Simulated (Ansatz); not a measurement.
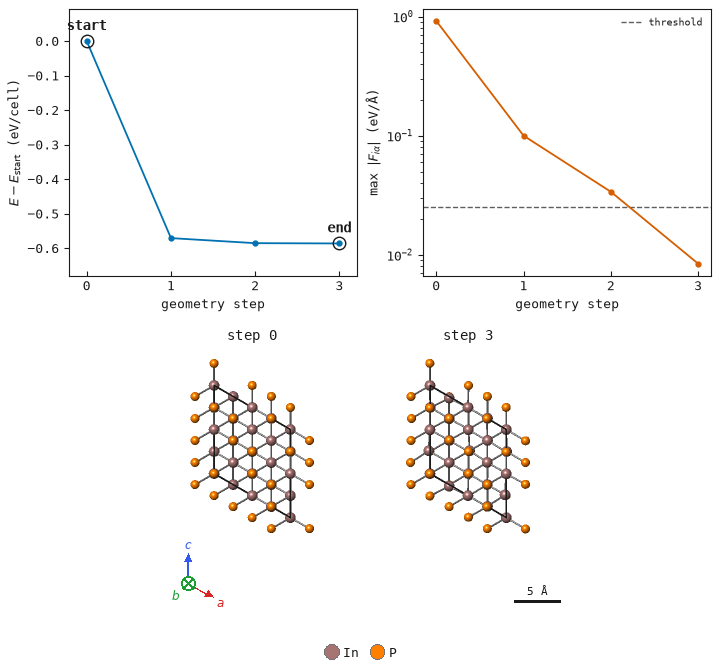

First and last geometry of a relaxation of a defect cell of composition In₁₇P₁₅, with the history of the run. The picture is a ball-and-stick view of the cell of the calculation (origin shifted), seen along the b axis.

Case: In on a P site (d), charge +0, atoms relaxed at the host's cell.

Theory: DFT PBE, scalar-relativistic, plane waves, PAW (Ansatz 0.2.0). (plane-wave cutoff 420 eV; k-point mesh 2 × 2 × 2; occupations gaussian; smearing width 0.02 eV; mesh shifted by (0.5, 0.5, 0.5); no spin polarisation; atoms relaxed in a fixed cell; force threshold 0.025 eV/Å; at most 45 steps)

Did the run converge, and what did it change?

Answer. It converged. The largest moves, 0.19 Å, are those of In atoms. Largest moves by element: In 0.19 Å, P 0.05 Å. The cell stays as it was. Among the contacts that change: In–In 2.581 → 2.766 Å, In–P 2.581 → 2.560 Å. Among the angles between lasting bonds that change: In–P–In 109.5° → 105.8°, In–In–P 109.5° → 106.2°, P–In–P 109.5° → 112.5°. The energy falls by 0.586 eV per cell of the calculation in 3 geometry steps. The largest force component goes from 0.92 to 0.0084 eV/Å.
